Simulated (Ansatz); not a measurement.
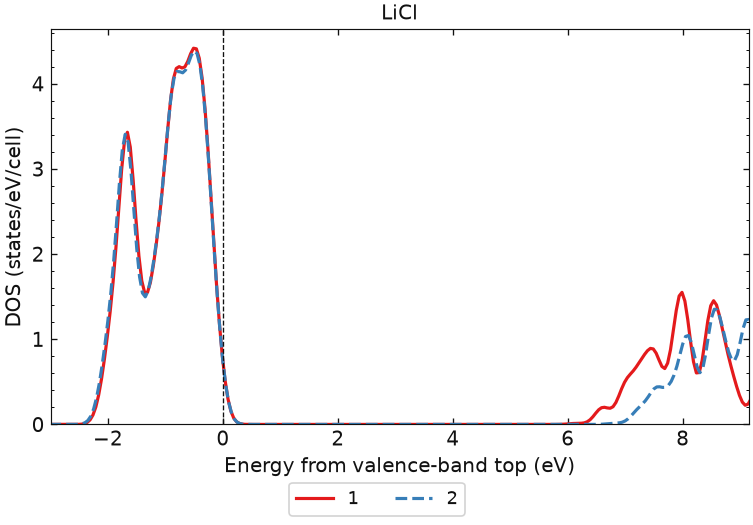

Total densities of states of LiCl, space group I-4m2 (No. 119), 2 atoms in the cell, zincblende type, biaxial (xy) strain −1.6%, by two methods on the same cell. The curves are built from the levels of the k mesh with Gaussians 0.3 eV wide, which also blur the band edges. Each is counted from its own valence-band top.

> Which curve is which? The methods: r2SCAN, PBE.

1 is PBE; 2 is r2SCAN. PBE gives a gap of 6.15 eV and r2SCAN gives a gap of 6.82 eV.

Settings. PBE: DFT, PBE, plane waves, PAW, no spin polarisation, 8×8×8 k mesh, 420 eV cutoff (Ansatz). r2SCAN: DFT, r2SCAN, plane waves, PAW, no spin polarisation, 8×8×8 k mesh, 500 eV cutoff (Ansatz 0.2.0).
